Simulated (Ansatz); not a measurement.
## Electronic structure of Al15ZnO24 (cell with a defect) in real space

```yaml
crystal:
  lattice:
    - [-4.80860, -2.77625, 4.37491]
    - [4.80860, -2.77625, 4.37491]
    - [0.00000, 5.55249, 4.37491]
  atoms:
    - { symbol: Zn, position: [0.14043, 0.14043, 0.14043] }
    - { symbol: Al, position: [0.64792, 0.64705, 0.14802] }
    - { symbol: Al, position: [0.64705, 0.14802, 0.64792] }
    - { symbol: Al, position: [0.14802, 0.64792, 0.64705] }
    - { symbol: Al, position: [0.34949, 0.34949, 0.34949] }
    - { symbol: Al, position: [0.84948, 0.85019, 0.35425] }
    - { symbol: Al, position: [0.85019, 0.35425, 0.84948] }
    - { symbol: Al, position: [0.35425, 0.84948, 0.85019] }
    - { symbol: Al, position: [0.64786, 0.64786, 0.64786] }
    - { symbol: Al, position: [0.14856, 0.14599, 0.64842] }
    - { symbol: Al, position: [0.14599, 0.64842, 0.14856] }
    - { symbol: Al, position: [0.64842, 0.14856, 0.14599] }
    - { symbol: Al, position: [0.85221, 0.85221, 0.85221] }
    - { symbol: Al, position: [0.35208, 0.35235, 0.85135] }
    - { symbol: Al, position: [0.35235, 0.85135, 0.35208] }
    - { symbol: Al, position: [0.85135, 0.35208, 0.35235] }
    - { symbol: O, position: [0.40348, 0.59766, 0.74967] }
    - { symbol: O, position: [0.90353, 0.09723, 0.75185] }
    - { symbol: O, position: [0.90151, 0.59519, 0.24972] }
    - { symbol: O, position: [0.41214, 0.09489, 0.25819] }
    - { symbol: O, position: [0.40461, 0.25217, 0.59499] }
    - { symbol: O, position: [0.90271, 0.74851, 0.59826] }
    - { symbol: O, position: [0.88807, 0.25992, 0.09587] }
    - { symbol: O, position: [0.40436, 0.75299, 0.09683] }
    - { symbol: O, position: [0.59766, 0.74967, 0.40348] }
    - { symbol: O, position: [0.09489, 0.25819, 0.41214] }
    - { symbol: O, position: [0.09723, 0.75185, 0.90353] }
    - { symbol: O, position: [0.59519, 0.24972, 0.90151] }
    - { symbol: O, position: [0.74967, 0.40348, 0.59766] }
    - { symbol: O, position: [0.24972, 0.90151, 0.59519] }
    - { symbol: O, position: [0.25819, 0.41214, 0.09489] }
    - { symbol: O, position: [0.75185, 0.90353, 0.09723] }
    - { symbol: O, position: [0.25217, 0.59499, 0.40461] }
    - { symbol: O, position: [0.75299, 0.09683, 0.40436] }
    - { symbol: O, position: [0.74851, 0.59826, 0.90271] }
    - { symbol: O, position: [0.25992, 0.09587, 0.88807] }
    - { symbol: O, position: [0.59499, 0.40461, 0.25217] }
    - { symbol: O, position: [0.09587, 0.88807, 0.25992] }
    - { symbol: O, position: [0.09683, 0.40436, 0.75299] }
    - { symbol: O, position: [0.59826, 0.90271, 0.74851] }
```

Spin-polarised.

Method: DFT PBE, scalar-relativistic, plane waves, PAW (Ansatz).

Core electrons are frozen (PAW), and the valence fields are smoothed inside the atomic spheres.

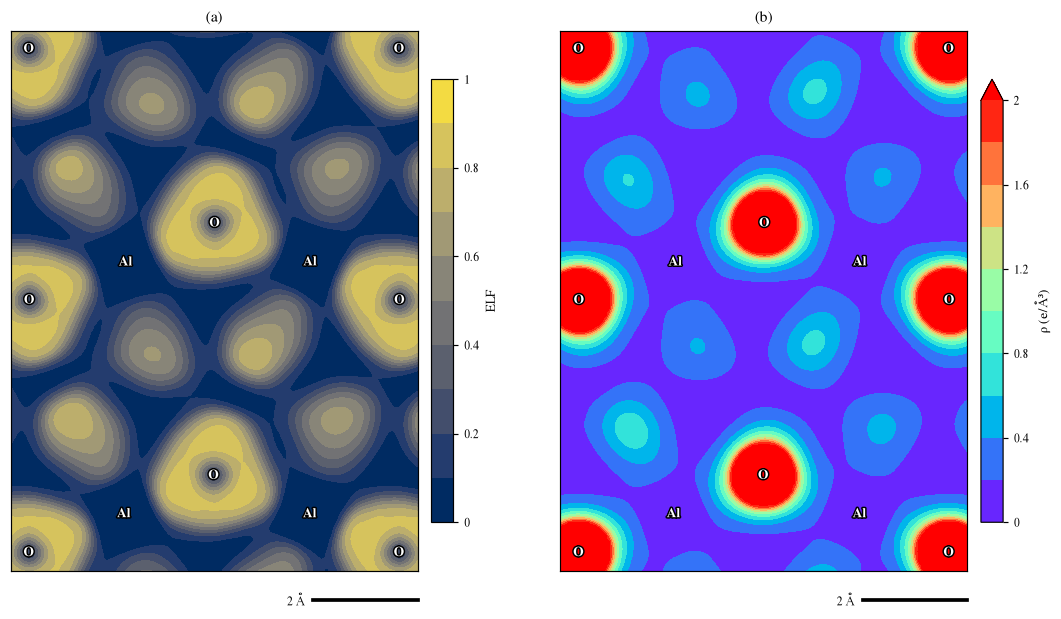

Figure 1. (a) ELF; (b) valence pseudo-density on the (011) plane of the calculation cell.

Interpret the plot.

Answer.
- The section cuts through Al and O sites.
- Atoms just off the plane (Al, 0.6 Å away and O, 0.8 Å away) can leave unmarked features too.
- Al–O (1.88 Å): the density is about 0.62 e/Å³ at the midpoint; the ELF peaks at about 0.85 in the valence shell of O, 0.7 Å from its nucleus, and is about 0.80 at the midpoint.
- Al–O (1.97 Å): ρ is about 0.52 e/Å³ halfway; the ELF peaks at about 0.85 in the valence shell of O, 0.7 Å from its nucleus, and is about 0.80 at the midpoint.
- Al–O (1.99 Å): the density is about 0.49 e/Å³ at the midpoint; the ELF peaks at about 0.85 in the valence shell of O, 0.7 Å from its nucleus, and is about 0.75 at the midpoint.
- Between the atoms the lowest density in this plane is 0.07 e/Å³.

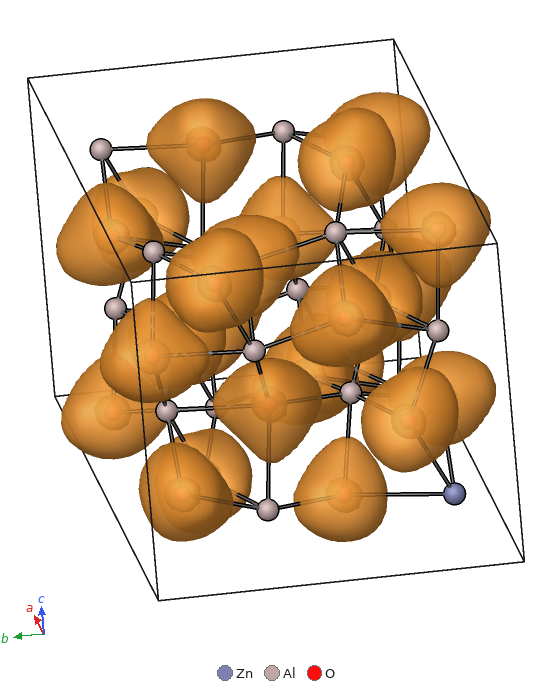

Figure 2. Isosurface of the electron localisation function at 0.65 (orange), seen at an oblique angle. Only the valence region is drawn (cores and ρ < 0.01 e/Å³ removed). Sticks mark near contacts.

Identify the bonds, lone pairs and shells in this picture.

Answer. At this value the surface marks out 24 regions on O in which the atom's valence shell and bonds are merged, counted in one cell of 40 atoms. Any copies at cell faces, edges or corners count once. Along the contacts the grid gives the following. Al–O (1.85 Å): the ELF peaks at about 0.85 in the valence shell of O, 0.7 Å from its nucleus, and is about 0.80 at the midpoint. Zn–O (1.95 Å): the ELF peaks at about 0.80 in the valence shell of O, 0.6 Å from its nucleus, and is about 0.25 at the midpoint; no shared electron pair shows on this line.

Does the calculation make it a metal, or give it a gap?

Answer. It is gapless in this calculation (a metal or semimetal).
